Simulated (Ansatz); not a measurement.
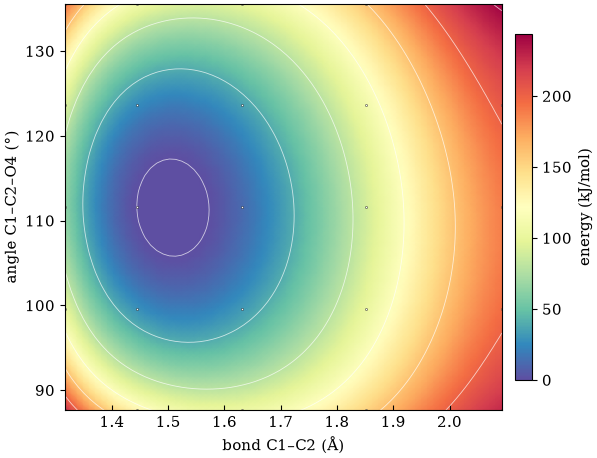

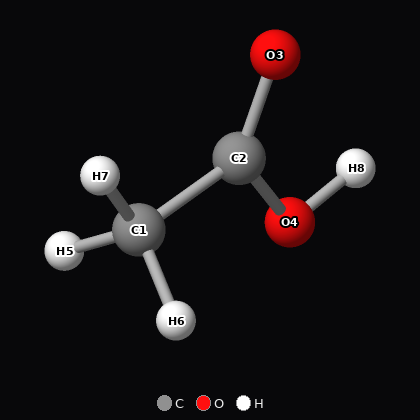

Energy landscape of C2H4O2, SMILES CC(=O)O. Two internal coordinates are moved rigidly from the geometry relaxed at PBE0-D4/def2-TZVP, all others fixed. The first coordinate is: bond C1–C2; the second: angle C1–C2–O4. The grid has 5 × 5 points. Points are written as (first, second). Energies are in kJ/mol, from the lowest grid point. Computed with Ansatz, RHF-CCSD(T), frozen core/def2-TZVPP.

In the figure: a smooth colour map with a few white contour lines, dots at the grid points. Between grid points the surface is interpolated. The second picture is the structure at the lowest point.

**Where are the wells?**

The lowest grid point is at (1.444 Å, 111.6°). The bottom of the well lies between grid points, at about (1.506 Å, 111°), about 5.9 kJ/mol lower on the interpolated surface. No other kind of well shows on this grid. The highest grid point, (2.093 Å, 135.6°), lies 244 kJ/mol above the lowest. Round the minimum the two coordinates are nearly uncoupled.
